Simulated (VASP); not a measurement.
# Optical-spectrum calculation of Cu (part 3 of 3)

The same run, continued: Cu (Fm-3m, 1 atom in the cell); Kohn-Sham DFT of a periodic cell, PBE, VASP PAW PBE potentials, recommended, no spin polarisation (VASP 6.6.1); cutoff 520 eV, 34×34×34 k-mesh, Gaussian smearing of 0.05 eV. The structure derives from an entry of the Crystallography Open Database.

Geometry of the input (Å; fractional positions):
```
0.0000  1.7849  1.7849
1.7849  0.0000  1.7849
1.7849  1.7849  0.0000
Cu 0.0000  0.0000  0.0000
```

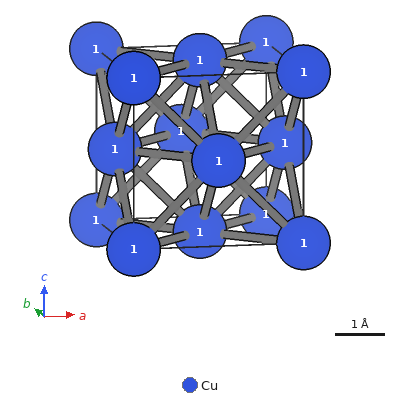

**Figure 1.** The structure (ball-and-stick view of the cell 4 times as large as that of the calculation, set on its symmetry axes, seen slightly off an axis; atoms are numbered from 1 in the order of the input).

## Parts of OUTCAR, continued
```
  frequency dependent IMAGINARY DIELECTRIC FUNCTION (independent particle, no local field effects) current-current
     E(ev)      X         Y         Z        XY        YZ        ZX
  --------------------------------------------------------------------------------------------------------------
     0.00000     0.00000     0.00000     0.00000     0.00000     0.00000     0.00000
     1.82442     8.89690     8.89690     8.89690     0.00000     0.00000     0.00000
     3.64883     6.30793     6.30793     6.30793    -0.00000     0.00000     0.00000
     5.47325     6.18445     6.18445     6.18445     0.00000     0.00000    -0.00000
     7.29766     2.42635     2.42635     2.42635     0.00000     0.00000     0.00000
     9.12208     2.27288     2.27288     2.27288    -0.00000    -0.00000     0.00000
    10.94649     1.76361     1.76361     1.76361    -0.00000     0.00000     0.00000
    12.77091     1.91942     1.91942     1.91942     0.00000     0.00000    -0.00000
    14.59532     1.41412     1.41412     1.41412    -0.00000    -0.00000     0.00000
    16.41974     1.43067     1.43067     1.43067     0.00000     0.00000    -0.00000
    18.24415     1.31300     1.31300     1.31300    -0.00000    -0.00000     0.00000
    20.06857     0.68877     0.68877     0.68877     0.00000     0.00000     0.00000
    21.89298     0.69658     0.69658     0.69658    -0.00000    -0.00000     0.00000
    23.71740     0.94372     0.94372     0.94372    -0.00000    -0.00000     0.00000
    25.54181     0.87758     0.87758     0.87758    -0.00000     0.00000     0.00000
    27.36623     0.57544     0.57544     0.57544     0.00000    -0.00000     0.00000
    29.19064     0.30915     0.30915     0.30915    -0.00000    -0.00000     0.00000
    31.01506     0.40943     0.40943     0.40943     0.00000    -0.00000     0.00000
    32.83947     0.29491     0.29491     0.29491     0.00000    -0.00000    -0.00000
    34.66389     0.36860     0.36860     0.36860    -0.00000     0.00000    -0.00000
    36.48830     0.31559     0.31559     0.31559    -0.00000    -0.00000     0.00000
    38.31272     0.33398     0.33398     0.33398    -0.00000     0.00000    -0.00000
    40.13713     0.29417     0.29417     0.29417     0.00000     0.00000    -0.00000
    41.96155     0.32052     0.32052     0.32052    -0.00000    -0.00000    -0.00000
    43.78596     0.26826     0.26826     0.26826     0.00000     0.00000     0.00000
    45.61038     0.30647     0.30647     0.30647    -0.00000    -0.00000    -0.00000
    47.43479     0.29344     0.29344     0.29344     0.00000     0.00000     0.00000
    49.25921     0.24495     0.24495     0.24495     0.00000     0.00000    -0.00000
    51.08362     0.22642     0.22642     0.22642     0.00000    -0.00000     0.00000
    52.90804     0.22850     0.22850     0.22850     0.00000     0.00000    -0.00000
    54.73245     0.18729     0.18729     0.18729     0.00000     0.00000     0.00000
    56.55687     0.14586     0.14586     0.14586     0.00000     0.00000    -0.00000
    58.38128     0.20171     0.20171     0.20171     0.00000     0.00000    -0.00000
    60.20570     0.17776     0.17776     0.17776     0.00000     0.00000     0.00000
    62.03011     0.17590     0.17590     0.17590     0.00000     0.00000    -0.00000
    63.85453     0.14233     0.14233     0.14233     0.00000     0.00000     0.00000
    65.67894     0.13277     0.13277     0.13277     0.00000     0.00000     0.00000
    67.50336     0.16232     0.16232     0.16232    -0.00000    -0.00000    -0.00000
    69.32777     0.15744     0.15744     0.15744     0.00000     0.00000     0.00000
    71.15219     0.16280     0.16280     0.16280    -0.00000    -0.00000    -0.00000
    72.97660     0.18394     0.18394     0.18394     0.00000    -0.00000     0.00000
    74.80102     0.14409     0.14409     0.14409     0.00000     0.00000    -0.00000
    76.62543     0.15598     0.15598     0.15598     0.00000    -0.00000     0.00000
    78.44985     0.14637     0.14637     0.14637     0.00000    -0.00000     0.00000
    80.27426     0.20001     0.20001     0.20001     0.00000    -0.00000     0.00000
    82.09868     0.22527     0.22527     0.22527     0.00000     0.00000    -0.00000
    83.92309     0.33148     0.33148     0.33148     0.00000     0.00000    -0.00000
    85.74751     0.15405     0.15405     0.15405     0.00000     0.00000    -0.00000
    87.57192     0.24952     0.24952     0.24952     0.00000    -0.00000     0.00000
    89.39634     0.27512     0.27512     0.27512     0.00000     0.00000    -0.00000
    91.22075     0.13171     0.13171     0.13171     0.00000     0.00000    -0.00000
    93.04517     0.07638     0.07638     0.07638     0.00000     0.00000     0.00000
    94.86958     0.06022     0.06022     0.06022     0.00000     0.00000     0.00000
    96.69400     0.08266     0.08266     0.08266     0.00000     0.00000    -0.00000
    98.51841     0.05153     0.05153     0.05153    -0.00000    -0.00000     0.00000
   100.34283     0.06139     0.06139     0.06139    -0.00000    -0.00000    -0.00000
   102.16724     0.05512     0.05512     0.05512     0.00000     0.00000    -0.00000
   103.99166     0.06413     0.06413     0.06413     0.00000     0.00000     0.00000
   105.81607     0.05574     0.05574     0.05574     0.00000    -0.00000     0.00000
   107.64049     0.04393     0.04393     0.04393    -0.00000    -0.00000    -0.00000
   109.46490     0.04118     0.04118     0.04118     0.00000     0.00000    -0.00000
   111.28932     0.05231     0.05231     0.05231    -0.00000    -0.00000     0.00000
   113.11373     0.04109     0.04109     0.04109    -0.00000    -0.00000     0.00000
   114.93815     0.03522     0.03522     0.03522    -0.00000     0.00000     0.00000
   116.76256     0.03037     0.03037     0.03037     0.00000    -0.00000     0.00000
   118.58698     0.02936     0.02936     0.02936     0.00000     0.00000     0.00000
   120.41139     0.02904     0.02904     0.02904     0.00000     0.00000     0.00000
   122.23581     0.03580     0.03580     0.03580     0.00000     0.00000    -0.00000
   124.06022     0.03019     0.03019     0.03019     0.00000     0.00000    -0.00000
   125.88464     0.02722     0.02722     0.02722     0.00000     0.00000    -0.00000
   127.70905     0.02311     0.02311     0.02311     0.00000     0.00000     0.00000
   129.53347     0.01835     0.01835     0.01835    -0.00000    -0.00000     0.00000
   131.35788     0.01416     0.01416     0.01416     0.00000     0.00000     0.00000
   133.18230     0.01182     0.01182     0.01182    -0.00000     0.00000     0.00000
   135.00671     0.00972     0.00972     0.00972     0.00000     0.00000    -0.00000
   136.83113     0.00909     0.00909     0.00909    -0.00000    -0.00000     0.00000
   138.65555     0.00697     0.00697     0.00697     0.00000     0.00000    -0.00000
   140.47996     0.00318     0.00318     0.00318     0.00000    -0.00000     0.00000
   142.30438     0.00112     0.00112     0.00112    -0.00000    -0.00000     0.00000
   144.12879     0.00029     0.00029     0.00029     0.00000     0.00000     0.00000
   145.95321     0.00002     0.00002     0.00002     0.00000    -0.00000     0.00000
   147.77762     0.00000     0.00000     0.00000     0.00000     0.00000     0.00000
   149.60204     0.00000     0.00000     0.00000     0.00000     0.00000     0.00000
   151.42645     0.00000     0.00000     0.00000     0.00000     0.00000     0.00000
   153.25087     0.00000     0.00000     0.00000     0.00000     0.00000     0.00000
   155.07528     0.00000     0.00000     0.00000     0.00000     0.00000     0.00000
   156.89970     0.00000     0.00000     0.00000     0.00000     0.00000     0.00000
   158.72411     0.00000     0.00000     0.00000     0.00000     0.00000     0.00000
   160.54853     0.00000     0.00000     0.00000     0.00000     0.00000     0.00000
   162.37294     0.00000     0.00000     0.00000     0.00000     0.00000     0.00000
   164.19736     0.00000     0.00000     0.00000     0.00000     0.00000     0.00000
   166.02177     0.00000     0.00000     0.00000     0.00000     0.00000     0.00000
   167.84619     0.00000     0.00000     0.00000     0.00000     0.00000     0.00000
   169.67060     0.00000     0.00000     0.00000     0.00000     0.00000     0.00000
   171.49502     0.00000     0.00000     0.00000     0.00000     0.00000     0.00000
   173.31943     0.00000     0.00000     0.00000     0.00000     0.00000     0.00000
   175.14385     0.00000     0.00000     0.00000     0.00000     0.00000     0.00000
   176.96826     0.00000     0.00000     0.00000     0.00000     0.00000     0.00000
   178.79268     0.00000     0.00000     0.00000     0.00000     0.00000     0.00000
   180.61709     0.00000     0.00000     0.00000     0.00000     0.00000     0.00000

  frequency dependent      REAL DIELECTRIC FUNCTION (independent particle, no local field effects) current-current
     E(ev)        X           Y           Z          XY          YZ          ZX
  --------------------------------------------------------------------------------------------------------------
     0.00000     8.33471     8.33471     8.33471     0.00000    -0.00000    -0.00000
     1.82442    12.86945    12.86945    12.86945    -0.00000    -0.00000     0.00000
     3.64883     3.43397     3.43397     3.43397    -0.00000     0.00000     0.00000
     5.47325     0.16110     0.16110     0.16110     0.00000     0.00000    -0.00000
     7.29766     0.64790     0.64790     0.64790    -0.00000    -0.00000     0.00000
     9.12208     0.80900     0.80900     0.80900     0.00000     0.00000    -0.00000
    10.94649     0.97867     0.97867     0.97867     0.00000     0.00000    -0.00000
    12.77091     1.04346     1.04346     1.04346    -0.00000    -0.00000     0.00000
    14.59532     0.80359     0.80359     0.80359     0.00000     0.00000    -0.00000
    16.41974     0.42734     0.42734     0.42734     0.00000    -0.00000    -0.00000
    18.24415     0.53373     0.53373     0.53373    -0.00000    -0.00000     0.00000
    20.06857     0.55416     0.55416     0.55416    -0.00000    -0.00000    -0.00000
    21.89298     0.75869     0.75869     0.75869    -0.00000    -0.00000    -0.00000
    23.71740     0.97756     0.97756     0.97756    -0.00000    -0.00000    -0.00000
    25.54181     0.58284     0.58284     0.58284     0.00000    -0.00000     0.00000
    27.36623     0.49766     0.49766     0.49766    -0.00000    -0.00000     0.00000
    29.19064     0.64018     0.64018     0.64018     0.00000     0.00000    -0.00000
    31.01506     0.72325     0.72325     0.72325    -0.00000     0.00000     0.00000
    32.83947     0.73805     0.73805     0.73805     0.00000     0.00000     0.00000
    34.66389     0.81682     0.81682     0.81682     0.00000     0.00000     0.00000
    36.48830     0.78082     0.78082     0.78082    -0.00000    -0.00000    -0.00000
    38.31272     0.80858     0.80858     0.80858     0.00000     0.00000     0.00000
    40.13713     0.85099     0.85099     0.85099    -0.00000    -0.00000     0.00000
    41.96155     0.83453     0.83453     0.83453    -0.00000     0.00000    -0.00000
    43.78596     0.84303     0.84303     0.84303     0.00000     0.00000    -0.00000
    45.61038     0.86328     0.86328     0.86328     0.00000    -0.00000     0.00000
    47.43479     0.84700     0.84700     0.84700    -0.00000    -0.00000     0.00000
    49.25921     0.84626     0.84626     0.84626     0.00000     0.00000    -0.00000
    51.08362     0.84932     0.84932     0.84932    -0.00000    -0.00000     0.00000
    52.90804     0.84263     0.84263     0.84263     0.00000     0.00000    -0.00000
    54.73245     0.86223     0.86223     0.86223    -0.00000    -0.00000     0.00000
    56.55687     0.88258     0.88258     0.88258     0.00000    -0.00000     0.00000
    58.38128     0.90261     0.90261     0.90261     0.00000     0.00000    -0.00000
    60.20570     0.91801     0.91801     0.91801     0.00000     0.00000     0.00000
    62.03011     0.87026     0.87026     0.87026    -0.00000    -0.00000    -0.00000
    63.85453     0.87759     0.87759     0.87759    -0.00000    -0.00000    -0.00000
    65.67894     0.90348     0.90348     0.90348     0.00000     0.00000    -0.00000
    67.50336     0.91463     0.91463     0.91463    -0.00000    -0.00000    -0.00000
    69.32777     0.93752     0.93752     0.93752    -0.00000     0.00000     0.00000
    71.15219     0.92770     0.92770     0.92770     0.00000     0.00000    -0.00000
    72.97660     0.90405     0.90405     0.90405     0.00000    -0.00000     0.00000
    74.80102     0.93401     0.93401     0.93401     0.00000     0.00000     0.00000
    76.62543     0.93554     0.93554     0.93554    -0.00000     0.00000    -0.00000
    78.44985     0.95274     0.95274     0.95274     0.00000     0.00000     0.00000
    80.27426     0.98644     0.98644     0.98644    -0.00000     0.00000     0.00000
    82.09868     0.94563     0.94563     0.94563     0.00000     0.00000    -0.00000
    83.92309     0.91123     0.91123     0.91123     0.00000     0.00000    -0.00000
    85.74751     0.82394     0.82394     0.82394    -0.00000    -0.00000    -0.00000
    87.57192     0.90523     0.90523     0.90523     0.00000    -0.00000     0.00000
    89.39634     0.75857     0.75857     0.75857     0.00000    -0.00000    -0.00000
    91.22075     0.73435     0.73435     0.73435     0.00000     0.00000     0.00000
    93.04517     0.78940     0.78940     0.78940    -0.00000    -0.00000     0.00000
    94.86958     0.82155     0.82155     0.82155     0.00000    -0.00000    -0.00000
    96.69400     0.82395     0.82395     0.82395    -0.00000     0.00000    -0.00000
    98.51841     0.84102     0.84102     0.84102    -0.00000    -0.00000    -0.00000
   100.34283     0.86002     0.86002     0.86002    -0.00000    -0.00000    -0.00000
   102.16724     0.86411     0.86411     0.86411     0.00000     0.00000     0.00000
   103.99166     0.86236     0.86236     0.86236     0.00000     0.00000     0.00000
   105.81607     0.87977     0.87977     0.87977     0.00000     0.00000    -0.00000
   107.64049     0.87241     0.87241     0.87241    -0.00000    -0.00000    -0.00000
   109.46490     0.88288     0.88288     0.88288    -0.00000    -0.00000    -0.00000
   111.28932     0.89088     0.89088     0.89088    -0.00000    -0.00000    -0.00000
   113.11373     0.87914     0.87914     0.87914     0.00000    -0.00000    -0.00000
   114.93815     0.88523     0.88523     0.88523    -0.00000    -0.00000     0.00000
   116.76256     0.89797     0.89797     0.89797     0.00000     0.00000     0.00000
   118.58698     0.89890     0.89890     0.89890    -0.00000    -0.00000     0.00000
   120.41139     0.90487     0.90487     0.90487    -0.00000     0.00000    -0.00000
   122.23581     0.90650     0.90650     0.90650    -0.00000     0.00000    -0.00000
   124.06022     0.90545     0.90545     0.90545     0.00000     0.00000     0.00000
   125.88464     0.90042     0.90042     0.90042     0.00000    -0.00000    -0.00000
   127.70905     0.90073     0.90073     0.90073    -0.00000    -0.00000     0.00000
   129.53347     0.90597     0.90597     0.90597    -0.00000    -0.00000     0.00000
   131.35788     0.90651     0.90651     0.90651     0.00000     0.00000     0.00000
   133.18230     0.91190     0.91190     0.91190    -0.00000     0.00000    -0.00000
   135.00671     0.91267     0.91267     0.91267    -0.00000     0.00000    -0.00000
   136.83113     0.91636     0.91636     0.91636    -0.00000     0.00000    -0.00000
   138.65555     0.91893     0.91893     0.91893    -0.00000     0.00000    -0.00000
   140.47996     0.92239     0.92239     0.92239    -0.00000     0.00000     0.00000
   142.30438     0.92643     0.92643     0.92643    -0.00000     0.00000    -0.00000
   144.12879     0.93058     0.93058     0.93058    -0.00000     0.00000    -0.00000
   145.95321     0.93409     0.93409     0.93409    -0.00000     0.00000     0.00000
   147.77762     0.93703     0.93703     0.93703    -0.00000     0.00000     0.00000
   149.60204     0.93958     0.93958     0.93958    -0.00000     0.00000     0.00000
   151.42645     0.94188     0.94188     0.94188    -0.00000     0.00000     0.00000
   153.25087     0.94397     0.94397     0.94397    -0.00000     0.00000     0.00000
   155.07528     0.94590     0.94590     0.94590    -0.00000     0.00000     0.00000
   156.89970     0.94769     0.94769     0.94769    -0.00000     0.00000     0.00000
   158.72411     0.94936     0.94936     0.94936    -0.00000     0.00000     0.00000
   160.54853     0.95094     0.95094     0.95094    -0.00000     0.00000     0.00000
   162.37294     0.95242     0.95242     0.95242    -0.00000     0.00000     0.00000
   164.19736     0.95382     0.95382     0.95382    -0.00000     0.00000     0.00000
   166.02177     0.95514     0.95514     0.95514    -0.00000     0.00000     0.00000
   167.84619     0.95640     0.95640     0.95640    -0.00000     0.00000     0.00000
   169.67060     0.95759     0.95759     0.95759    -0.00000     0.00000     0.00000
   171.49502     0.95873     0.95873     0.95873    -0.00000     0.00000     0.00000
   173.31943     0.95981     0.95981     0.95981    -0.00000     0.00000     0.00000
   175.14385     0.96085     0.96085     0.96085    -0.00000     0.00000     0.00000
   176.96826     0.96184     0.96184     0.96184    -0.00000     0.00000     0.00000
   178.79268     0.96279     0.96279     0.96279    -0.00000     0.00000     0.00000
   180.61709     0.96370     0.96370     0.96370    -0.00000     0.00000     0.00000
```

## CONTCAR
```
Cu
   1.00000000000000
     0.0000000000000000    1.7848606277000001    1.7848606277000001
     1.7848606277000001    0.0000000000000000    1.7848606277000001
     1.7848606277000001    1.7848606277000001    0.0000000000000000
  Cu
     1
Direct
     0.0000000000000000    0.0000000000000000    0.0000000000000000

  0.00000000E+00  0.00000000E+00  0.00000000E+00
```

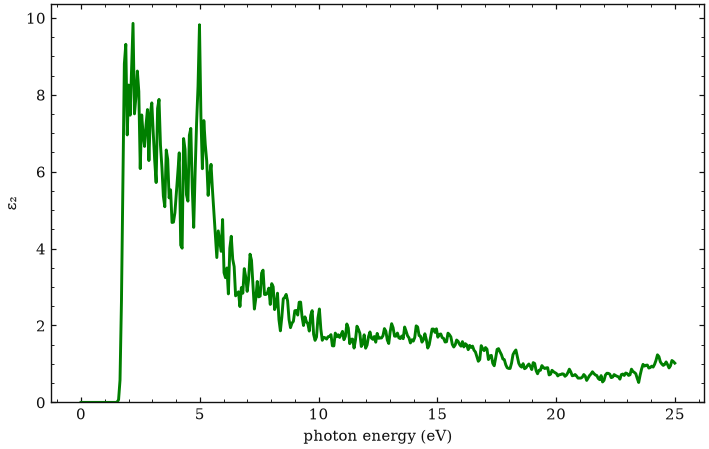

**Figure 2.** Imaginary part of the dielectric function (first component that the program prints). The highest peak, 9.9, lies at 2.19 eV.

## Results in brief

- outcome: converged
- space group (tolerance 0.01 Å): Fm-3m (225)
- electrons treated: 11
- free energy: −3.7121 eV
- Fermi energy of the self-consistent step: 8.105 eV
- gap on the k-point mesh: none (metallic)
- pressure: 8.48 GPa
- largest force (length of the vector): under 0.001 eV/Å
- wall time: 2 min (CPU time 7.9 min)
- peak memory: 0.68 GiB

The cell is under a pressure of 8.5 GPa at this level, so it is not at its equilibrium volume.
